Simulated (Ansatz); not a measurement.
Geometry relaxation, with input and output: SiO$_{2}$ (part 2 of 3)

SiO$_{2}$ (12 atoms in the cell); DFT PBE, scalar-relativistic, plane waves, PAW, no spin polarisation (Ansatz 0.2.0); cutoff 420 eV, 6×6×4 k-mesh, Gaussian smearing of 0.02 eV. The structure derives from an entry of the Crystallography Open Database.

Geometry of the input (Å; fractional positions):
```
4.9820  0.0000  0.0000
0.0000  4.9820  0.0000
0.0000  0.0000  6.9630
Si 0.2990  0.2990  0.0000
Si 0.2010  0.7990  0.2500
Si 0.7010  0.7010  0.5000
Si 0.7990  0.2010  0.7500
O  0.2399  0.1035  0.1781
O  0.3965  0.7399  0.4281
O  0.7601  0.8965  0.6781
O  0.6035  0.2601  0.9281
O  0.7399  0.3965  0.5719
O  0.8965  0.7601  0.3219
O  0.2601  0.6035  0.0719
O  0.1035  0.2399  0.8219
```

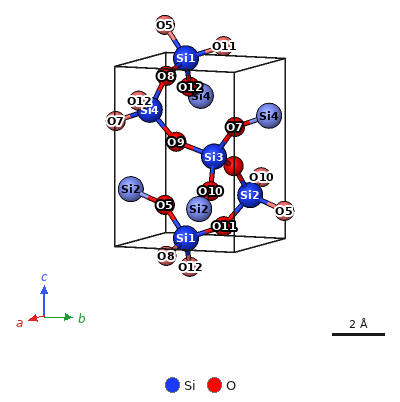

The geometry at step 9 of the log (ball-and-stick view of the cell of the calculation, seen slightly off an axis; neighbours outside the cell are drawn fainter; atoms are numbered from 1 in the order of the input).

**Log, continued**
```
SCF iter   1: F=—  HF=-7096.347069 eV  |F-HF|=—  |Δ(HF+E_count)|=         —  Δρ=3.08e-4  dr2=1.04e-4  ethr=1.54e-7  ⟨swp⟩=3.0  Hψ=5191  notcnv=0
preconditioner: auto → Resta (q_TF=auto, 2.296 Å⁻¹)  ε∞=2.8  [insulator: Δε(μ)=5.540 eV  Ē_g=16.471 eV  σ=0.020 eV  W_gap=1.00  n_scr=36 (ndim 8)  ℏωp=22.1 eV  f_vac=0.243  D(μ)=0.00/eV (n_scr^D=0)  ε∞_Penn≈2.8]
SCF iter   2: F=—  HF=-7096.347051 eV  |F-HF|=—  |Δ(HF+E_count)|=   1.85e-5  Δρ=1.65e-4  dr2=2.54e-5  ethr=1.54e-7  ⟨swp⟩=2.0  Hψ=2043  notcnv=0
SCF iter   3: F=—  HF=-7096.347597 eV  |F-HF|=—  |Δ(HF+E_count)|=   5.46e-4  Δρ=4.15e-5  dr2=2.19e-6  ethr=3.97e-8  ⟨swp⟩=2.7  Hψ=2348  notcnv=0
SCF iter   4: F=—  HF=-7096.347595 eV  |F-HF|=—  |Δ(HF+E_count)|=   2.05e-6  Δρ=9.56e-6  dr2=9.73e-8  ethr=3.43e-9  ⟨swp⟩=2.0  Hψ=2040  notcnv=0
SCF iter   5: F=—  HF=-7096.347595 eV  |F-HF|=—  |Δ(HF+E_count)|=   8.32e-8  Δρ=1.66e-6  dr2=4.95e-9  ethr=1.52e-10  ⟨swp⟩=2.9  Hψ=2338  notcnv=0
SCF iter   6: F=-7096.347595 eV  HF=-7096.347595 eV  |F-HF|=1.75e-10  |Δ(HF+E_count)|=   8.14e-9  Δρ=2.07e-7  dr2=9.50e-11  ethr=5.56e-12  ⟨swp⟩=9.1  Hψ=7714  notcnv=0
SCF 5 converged in 6 iterations: F = -7096.347595 eV  dr2 = 9.50e-11
  greatest PAW one-centre occupation: 0.861 electrons in one spin orbital (limit 2), on the O atom at site 11 (counted from 0), in its partial waves of l = 0
relax step   5: F+E_penalty+E_count = -7096.34759464 eV  Δ(F+E_penalty+E_count) = +5.032e-4 eV  max|allowed force component| = 1.185e-3 eV/Å  Δτ_max = 0.0020 Å  P = +0.004 GPa  Ω = 180.212 Å³  energy of the carried Pulay correction = -2.406e-2 eV  (6 SCF iters, accepted)
Initial wavefunctions: pseudopotential atomic-orbital guess (no wavefunctions were taken with the density)
iter 1 solved again at ethr=3.66e-7 eV; its pass at ethr=3.10e-3 eV (dr2=2.34e-4 eV) is discarded
SCF iter   1: F=—  HF=-7096.375386 eV  |F-HF|=—  |Δ(HF+E_count)|=         —  Δρ=4.06e-4  dr2=3.88e-5  ethr=3.66e-7  ⟨swp⟩=4.3  Hψ=10196  notcnv=0
SCF iter   2: F=—  HF=-7096.377730 eV  |F-HF|=—  |Δ(HF+E_count)|=   2.34e-3  Δρ=1.91e-4  dr2=9.05e-6  ethr=6.07e-8  ⟨swp⟩=2.0  Hψ=2192  notcnv=0
SCF iter   3: F=—  HF=-7096.378385 eV  |F-HF|=—  |Δ(HF+E_count)|=   6.54e-4  Δρ=5.89e-5  dr2=7.15e-7  ethr=1.41e-8  ⟨swp⟩=2.7  Hψ=2401  notcnv=0
SCF iter   4: F=—  HF=-7096.378439 eV  |F-HF|=—  |Δ(HF+E_count)|=   5.39e-5  Δρ=2.69e-6  dr2=5.49e-9  ethr=1.12e-9  ⟨swp⟩=2.0  Hψ=2280  notcnv=0
SCF iter   5: F=-7096.378439 eV  HF=-7096.378439 eV  |F-HF|=1.58e-10  |Δ(HF+E_count)|=   2.57e-8  Δρ=2.13e-7  dr2=5.86e-11  ethr=1.00e-12  ⟨swp⟩=6.1  Hψ=7766  notcnv=0
SCF 6 converged in 5 iterations: F = -7096.378439 eV  dr2 = 5.86e-11
relax step   6: F+E_penalty+E_count = -7096.37843853 eV  Δ(F+E_penalty+E_count) = -3.084e-2 eV  max|allowed force component| = 1.312e-3 eV/Å  Δτ_max = 0.0000 Å  P = +0.309 GPa  Ω = 180.212 Å³  stress off target by 3.21e-1 GPa  SCF on the basis re-selected at this cell (its energy is not comparable with the rows above)  (5 SCF iters)
basis re-selected at this cell: Δ(F+E_penalty+E_count) = -3.084e-2 eV, ΔP = +0.305 GPa vs the last step (what re-selecting the basis moved, of the pressure what is left beyond the Pulay correction that the steps carried, after the strain that the cell walked since its last selection, with what the two solves' SCF thresholds leave and, on support functions, any second-order correction that the steps lacked; it is no measure of the basis error at this ecutwfc). This SCF's stress stands 3.21e-1 GPa from its target on what of the cell is left free (relax.cell.stress_tol is 5.00e-2 GPa) and its largest allowed force component is 1.31e-3 eV/Å (relax.f_tol is 5.00e-3 eV/Å): not within both, so this SCF does not close the relaxation
Crystal: 12 atoms, lattice volume = 182.086 Å³
Basis set: ecut = 420 eV, 3563 PW (Γ), exchange–correlation on 72×72×96 points (8 copies of the dense FFT grid, shifted against one another)
iter 1 solved again at ethr=1.77e-5 eV; its pass at ethr=3.10e-3 eV (dr2=1.13e-2 eV) is discarded
SCF iter   1: F=—  HF=-7096.377079 eV  |F-HF|=—  |Δ(HF+E_count)|=         —  Δρ=3.17e-3  dr2=1.17e-2  ethr=1.77e-5  ⟨swp⟩=3.8  Hψ=5879  notcnv=0
preconditioner: auto → Resta (q_TF=auto, 2.292 Å⁻¹)  ε∞=2.8  [insulator: Δε(μ)=5.517 eV  Ē_g=16.442 eV  σ=0.020 eV  W_gap=1.00  n_scr=36 (ndim 8)  ℏωp=22.0 eV  f_vac=0.252  D(μ)=0.00/eV (n_scr^D=0)  ε∞_Penn≈2.8]
SCF iter   2: F=—  HF=-7096.374625 eV  |F-HF|=—  |Δ(HF+E_count)|=   2.45e-3  Δρ=1.69e-3  dr2=2.84e-3  ethr=1.77e-5  ⟨swp⟩=2.1  Hψ=2044  notcnv=0
SCF iter   3: F=—  HF=-7096.374237 eV  |F-HF|=—  |Δ(HF+E_count)|=   3.89e-4  Δρ=4.50e-4  dr2=2.62e-4  ethr=4.44e-6  ⟨swp⟩=2.8  Hψ=2367  notcnv=0
SCF iter   4: F=—  HF=-7096.374191 eV  |F-HF|=—  |Δ(HF+E_count)|=   4.61e-5  Δρ=1.02e-4  dr2=1.03e-5  ethr=4.09e-7  ⟨swp⟩=2.0  Hψ=2040  notcnv=0
SCF iter   5: F=—  HF=-7096.374575 eV  |F-HF|=—  |Δ(HF+E_count)|=   3.85e-4  Δρ=1.67e-5  dr2=4.23e-7  ethr=1.60e-8  ⟨swp⟩=2.9  Hψ=2526  notcnv=0
SCF iter   6: F=-7096.374576 eV  HF=-7096.374576 eV  |F-HF|=1.33e-8  |Δ(HF+E_count)|=   7.53e-7  Δρ=2.36e-6  dr2=8.82e-9  ethr=4.04e-10  ⟨swp⟩=12.5  Hψ=10330  notcnv=0
SCF 7 converged in 6 iterations: F = -7096.374576 eV  dr2 = 8.82e-9
relax step   7: F+E_penalty+E_count = -7096.37457591 eV  Δ(F+E_penalty+E_count) = +3.863e-3 eV  max|allowed force component| = 4.048e-3 eV/Å  Δτ_max = 0.0213 Å  P = +0.064 GPa  Ω = 182.086 Å³  energy of the carried Pulay correction = -6.189e-3 eV  (6 SCF iters, dr2 threshold 2.58e-7 eV, accepted)
Crystal: 12 atoms, lattice volume = 182.932 Å³
Basis set: ecut = 420 eV, 3567 PW (Γ), exchange–correlation on 72×72×96 points (8 copies of the dense FFT grid, shifted against one another)
iter 1 solved again at ethr=1.03e-5 eV; its pass at ethr=3.10e-3 eV (dr2=6.62e-3 eV) is discarded
SCF iter   1: F=—  HF=-7096.372337 eV  |F-HF|=—  |Δ(HF+E_count)|=         —  Δρ=2.45e-3  dr2=6.40e-3  ethr=1.03e-5  ⟨swp⟩=3.5  Hψ=6746  notcnv=0
preconditioner: auto → Resta (q_TF=auto, 2.290 Å⁻¹)  ε∞=2.8  [insulator: Δε(μ)=5.516 eV  Ē_g=16.446 eV  σ=0.020 eV  W_gap=1.00  n_scr=36 (ndim 8)  ℏωp=22.0 eV  f_vac=0.255  D(μ)=0.00/eV (n_scr^D=0)  ε∞_Penn≈2.8]
SCF iter   2: F=—  HF=-7096.371157 eV  |F-HF|=—  |Δ(HF+E_count)|=   1.18e-3  Δρ=1.32e-3  dr2=1.76e-3  ethr=9.99e-6  ⟨swp⟩=1.0  Hψ=1320  notcnv=0
SCF iter   3: F=—  HF=-7096.370983 eV  |F-HF|=—  |Δ(HF+E_count)|=   1.74e-4  Δρ=1.91e-4  dr2=3.89e-5  ethr=2.75e-6  ⟨swp⟩=2.9  Hψ=2172  notcnv=0
SCF iter   4: F=—  HF=-7096.371151 eV  |F-HF|=—  |Δ(HF+E_count)|=   1.68e-4  Δρ=7.95e-5  dr2=7.14e-6  ethr=6.08e-8  ⟨swp⟩=2.0  Hψ=2259  notcnv=0
SCF iter   5: F=—  HF=-7096.371148 eV  |F-HF|=—  |Δ(HF+E_count)|=   2.29e-6  Δρ=2.57e-5  dr2=8.76e-7  ethr=1.12e-8  ⟨swp⟩=2.3  Hψ=2132  notcnv=0
SCF iter   6: F=—  HF=-7096.371149 eV  |F-HF|=—  |Δ(HF+E_count)|=   4.68e-7  Δρ=5.71e-6  dr2=4.73e-8  ethr=1.37e-9  ⟨swp⟩=2.8  Hψ=2348  notcnv=0
SCF iter   7: F=-7096.371149 eV  HF=-7096.371149 eV  |F-HF|=7.80e-10  |Δ(HF+E_count)|=   3.75e-8  Δρ=6.03e-7  dr2=6.90e-10  ethr=2.01e-11  ⟨swp⟩=10.5  Hψ=8986  notcnv=0
SCF 8 converged in 7 iterations: F = -7096.371149 eV  dr2 = 6.90e-10
relax step   8: F+E_penalty+E_count = -7096.37114884 eV  Δ(F+E_penalty+E_count) = +3.427e-3 eV  max|allowed force component| = 3.695e-2 eV/Å  Δτ_max = 0.0147 Å  P = +0.168 GPa  Ω = 182.932 Å³  energy of the carried Pulay correction = -9.123e-3 eV  (7 SCF iters, dr2 threshold 1.28e-8 eV, rejected (line search))
Crystal: 12 atoms, lattice volume = 182.681 Å³
iter 1 solved again at ethr=3.81e-6 eV; its pass at ethr=3.10e-3 eV (dr2=2.44e-3 eV) is discarded
SCF iter   1: F=—  HF=-7096.372952 eV  |F-HF|=—  |Δ(HF+E_count)|=         —  Δρ=1.43e-3  dr2=2.15e-3  ethr=3.81e-6  ⟨swp⟩=3.2  Hψ=6681  notcnv=0
preconditioner: auto → Resta (q_TF=auto, 2.291 Å⁻¹)  ε∞=2.8  [insulator: Δε(μ)=5.517 eV  Ē_g=16.443 eV  σ=0.020 eV  W_gap=1.00  n_scr=36 (ndim 8)  ℏωp=22.0 eV  f_vac=0.252  D(μ)=0.00/eV (n_scr^D=0)  ε∞_Penn≈2.8]
SCF iter   2: F=—  HF=-7096.372568 eV  |F-HF|=—  |Δ(HF+E_count)|=   3.84e-4  Δρ=7.68e-4  dr2=6.05e-4  ethr=3.36e-6  ⟨swp⟩=1.0  Hψ=1344  notcnv=0
SCF iter   3: F=—  HF=-7096.372514 eV  |F-HF|=—  |Δ(HF+E_count)|=   5.38e-5  Δρ=7.88e-5  dr2=5.77e-6  ethr=9.46e-7  ⟨swp⟩=2.1  Hψ=2051  notcnv=0
SCF iter   4: F=—  HF=-7096.372807 eV  |F-HF|=—  |Δ(HF+E_count)|=   2.93e-4  Δρ=2.41e-5  dr2=9.48e-7  ethr=9.01e-9  ⟨swp⟩=2.0  Hψ=2268  notcnv=0
SCF iter   5: F=—  HF=-7096.372807 eV  |F-HF|=—  |Δ(HF+E_count)|=   1.12e-7  Δρ=9.44e-6  dr2=1.36e-7  ethr=1.48e-9  ⟨swp⟩=2.0  Hψ=2083  notcnv=0
SCF iter   6: F=—  HF=-7096.372807 eV  |F-HF|=—  |Δ(HF+E_count)|=   1.18e-8  Δρ=2.94e-6  dr2=1.20e-8  ethr=2.13e-10  ⟨swp⟩=2.0  Hψ=2063  notcnv=0
SCF iter   7: F=—  HF=-7096.372807 eV  |F-HF|=—  |Δ(HF+E_count)|=   9.27e-9  Δρ=5.22e-7  dr2=5.22e-10  ethr=1.88e-11  ⟨swp⟩=2.3  Hψ=2097  notcnv=0
SCF iter   8: F=-7096.372807 eV  HF=-7096.372807 eV  |F-HF|=1.09e-11  |Δ(HF+E_count)|=  7.33e-10  Δρ=6.44e-8  dr2=9.61e-12  ethr=1.00e-12  ⟨swp⟩=8.6  Hψ=7039  notcnv=0
SCF 9 converged in 8 iterations: F = -7096.372807 eV  dr2 = 9.61e-12
  greatest PAW one-centre occupation: 0.860 electrons in one spin orbital (limit 2), on the O atom at site 6 (counted from 0), in its partial waves of l = 0
relax step   9: F+E_penalty+E_count = -7096.37280663 eV  Δ(F+E_penalty+E_count) = +1.769e-3 eV  max|allowed force component| = 1.902e-3 eV/Å  Δτ_max = 0.0074 Å  P = +0.014 GPa  Ω = 182.681 Å³  energy of the carried Pulay correction = -8.237e-3 eV  (8 SCF iters, accepted)
Crystal: 12 atoms, lattice volume = 183.071 Å³
iter 1 solved again at ethr=1.02e-6 eV; its pass at ethr=3.10e-3 eV (dr2=6.50e-4 eV) is discarded
SCF iter   1: F=—  HF=-7096.371449 eV  |F-HF|=—  |Δ(HF+E_count)|=         —  Δρ=7.76e-4  dr2=6.88e-4  ethr=1.02e-6  ⟨swp⟩=3.4  Hψ=6119  notcnv=0
preconditioner: auto → Resta (q_TF=auto, 2.290 Å⁻¹)  ε∞=2.8  [insulator: Δε(μ)=5.515 eV  Ē_g=16.440 eV  σ=0.020 eV  W_gap=1.00  n_scr=36 (ndim 8)  ℏωp=22.0 eV  f_vac=0.254  D(μ)=0.00/eV (n_scr^D=0)  ε∞_Penn≈2.8]
SCF iter   2: F=—  HF=-7096.371305 eV  |F-HF|=—  |Δ(HF+E_count)|=   1.45e-4  Δρ=4.12e-4  dr2=1.70e-4  ethr=1.02e-6  ⟨swp⟩=2.0  Hψ=2043  notcnv=0
SCF iter   3: F=—  HF=-7096.371279 eV  |F-HF|=—  |Δ(HF+E_count)|=   2.56e-5  Δρ=9.29e-5  dr2=1.09e-5  ethr=2.66e-7  ⟨swp⟩=2.9  Hψ=2373  notcnv=0
SCF iter   4: F=—  HF=-7096.371501 eV  |F-HF|=—  |Δ(HF+E_count)|=   2.22e-4  Δρ=2.42e-5  dr2=5.85e-7  ethr=1.71e-8  ⟨swp⟩=2.0  Hψ=2057  notcnv=0
SCF iter   5: F=—  HF=-7096.371498 eV  |F-HF|=—  |Δ(HF+E_count)|=   2.68e-6  Δρ=4.56e-6  dr2=3.09e-8  ethr=9.14e-10  ⟨swp⟩=2.8  Hψ=2374  notcnv=0
SCF iter   6: F=—  HF=-7096.371498 eV  |F-HF|=—  |Δ(HF+E_count)|=   5.20e-8  Δρ=4.48e-7  dr2=4.93e-10  ethr=4.83e-11  ⟨swp⟩=2.7  Hψ=2393  notcnv=0
SCF iter   7: F=-7096.371498 eV  HF=-7096.371498 eV  |F-HF|=3.27e-11  |Δ(HF+E_count)|=   1.07e-9  Δρ=8.46e-8  dr2=1.49e-11  ethr=1.00e-12  ⟨swp⟩=8.7  Hψ=6978  notcnv=0
SCF 10 converged in 7 iterations: F = -7096.371498 eV  dr2 = 1.49e-11
  greatest PAW one-centre occupation: 0.860 electrons in one spin orbital (limit 2), on the O atom at site 11 (counted from 0), in its partial waves of l = 0
relax step  10: F+E_penalty+E_count = -7096.37149839 eV  Δ(F+E_penalty+E_count) = +1.308e-3 eV  max|allowed force component| = 4.334e-4 eV/Å  Δτ_max = 0.0052 Å  P = +0.003 GPa  Ω = 183.071 Å³  energy of the carried Pulay correction = -9.599e-3 eV  (7 SCF iters, accepted)
iter 1 solved again at ethr=3.24e-7 eV; its pass at ethr=3.10e-3 eV (dr2=2.07e-4 eV) is discarded
SCF iter   1: F=—  HF=-7096.379972 eV  |F-HF|=—  |Δ(HF+E_count)|=         —  Δρ=1.64e-4  dr2=4.81e-6  ethr=3.24e-7  ⟨swp⟩=4.3  Hψ=10383  notcnv=0
preconditioner: auto → Resta (q_TF=auto, 2.290 Å⁻¹)  ε∞=2.8  [insulator: Δε(μ)=5.515 eV  Ē_g=16.441 eV  σ=0.020 eV  W_gap=1.00  n_scr=36 (ndim 8)  ℏωp=22.0 eV  f_vac=0.254  D(μ)=0.00/eV (n_scr^D=0)  ε∞_Penn≈2.8]
SCF iter   2: F=—  HF=-7096.381156 eV  |F-HF|=—  |Δ(HF+E_count)|=   1.18e-3  Δρ=7.86e-5  dr2=1.12e-6  ethr=7.52e-9  ⟨swp⟩=2.0  Hψ=2175  notcnv=0
SCF iter   3: F=—  HF=-7096.381493 eV  |F-HF|=—  |Δ(HF+E_count)|=   3.38e-4  Δρ=2.18e-5  dr2=8.54e-8  ethr=1.76e-9  ⟨swp⟩=2.4  Hψ=2201  notcnv=0
SCF iter   4: F=—  HF=-7096.381517 eV  |F-HF|=—  |Δ(HF+E_count)|=   2.36e-5  Δρ=1.02e-6  dr2=7.16e-10  ethr=1.33e-10  ⟨swp⟩=2.1  Hψ=2275  notcnv=0
SCF iter   5: F=-7096.381517 eV  HF=-7096.381517 eV  |F-HF|=1.07e-10  |Δ(HF+E_count)|=   6.98e-9  Δρ=1.56e-7  dr2=3.19e-11  ethr=1.00e-12  ⟨swp⟩=8.2  Hψ=6769  notcnv=0
SCF 11 converged in 5 iterations: F = -7096.381517 eV  dr2 = 3.19e-11
relax step  11: F+E_penalty+E_count = -7096.38151705 eV  Δ(F+E_penalty+E_count) = -1.002e-2 eV  max|allowed force component| = 4.155e-4 eV/Å  Δτ_max = 0.0000 Å  P = +0.047 GPa  Ω = 183.071 Å³  stress off target by 5.50e-2 GPa  SCF on the basis re-selected at this cell (its energy is not comparable with the rows above)  (5 SCF iters)
basis re-selected at this cell: Δ(F+E_penalty+E_count) = -1.002e-2 eV, ΔP = +0.044 GPa vs the last step (what re-selecting the basis moved, of the pressure what is left beyond the Pulay correction that the steps carried, after the strain that the cell walked since its last selection, with what the two solves' SCF thresholds leave and, on support functions, any second-order correction that the steps lacked; it is no measure of the basis error at this ecutwfc). This SCF's stress stands 5.50e-2 GPa from its target on what of the cell is left free (relax.cell.stress_tol is 5.00e-2 GPa) and its largest allowed force component is 4.15e-4 eV/Å (relax.f_tol is 5.00e-3 eV/Å): not within both, so this SCF does not close the relaxation
Crystal: 12 atoms, lattice volume = 183.515 Å³
Basis set: ecut = 420 eV, 3583 PW (Γ), exchange–correlation on 72×72×96 points (8 copies of the dense FFT grid, shifted against one another)
iter 1 solved again at ethr=1.02e-6 eV; its pass at ethr=3.10e-3 eV (dr2=6.52e-4 eV) is discarded
SCF iter   1: F=—  HF=-7096.380183 eV  |F-HF|=—  |Δ(HF+E_count)|=         —  Δρ=7.57e-4  dr2=6.82e-4  ethr=1.02e-6  ⟨swp⟩=3.3  Hψ=5996  notcnv=0
preconditioner: auto → Resta (q_TF=auto, 2.289 Å⁻¹)  ε∞=2.8  [insulator: Δε(μ)=5.510 eV  Ē_g=16.434 eV  σ=0.020 eV  W_gap=1.00  n_scr=36 (ndim 8)  ℏωp=21.9 eV  f_vac=0.255  D(μ)=0.00/eV (n_scr^D=0)  ε∞_Penn≈2.8]
SCF iter   2: F=—  HF=-7096.380039 eV  |F-HF|=—  |Δ(HF+E_count)|=   1.43e-4  Δρ=4.02e-4  dr2=1.61e-4  ethr=1.02e-6  ⟨swp⟩=2.0  Hψ=2059  notcnv=0
SCF iter   3: F=—  HF=-7096.380016 eV  |F-HF|=—  |Δ(HF+E_count)|=   2.36e-5  Δρ=1.10e-4  dr2=1.59e-5  ethr=2.52e-7  ⟨swp⟩=2.8  Hψ=2354  notcnv=0
SCF iter   4: F=—  HF=-7096.380166 eV  |F-HF|=—  |Δ(HF+E_count)|=   1.51e-4  Δρ=2.48e-5  dr2=5.92e-7  ethr=2.49e-8  ⟨swp⟩=2.0  Hψ=2040  notcnv=0
SCF iter   5: F=—  HF=-7096.380168 eV  |F-HF|=—  |Δ(HF+E_count)|=   1.58e-6  Δρ=4.01e-6  dr2=2.53e-8  ethr=9.25e-10  ⟨swp⟩=3.0  Hψ=2417  notcnv=0
SCF iter   6: F=-7096.380168 eV  HF=-7096.380168 eV  |F-HF|=8.97e-10  |Δ(HF+E_count)|=   4.52e-8  Δρ=4.52e-7  dr2=4.25e-10  ethr=1.18e-11  ⟨swp⟩=10.4  Hψ=8692  notcnv=0
SCF 12 converged in 6 iterations: F = -7096.380168 eV  dr2 = 4.25e-10
relax step  12: F+E_penalty+E_count = -7096.38016799 eV  Δ(F+E_penalty+E_count) = +1.349e-3 eV  max|allowed force component| = 3.206e-3 eV/Å  Δτ_max = 0.0051 Å  P = -0.011 GPa  Ω = 183.515 Å³  energy of the carried Pulay correction = -1.413e-3 eV  (6 SCF iters, dr2 threshold 7.55e-9 eV, accepted)
iter 1 solved again at ethr=2.83e-7 eV; its pass at ethr=3.10e-3 eV (dr2=1.81e-4 eV) is discarded
```
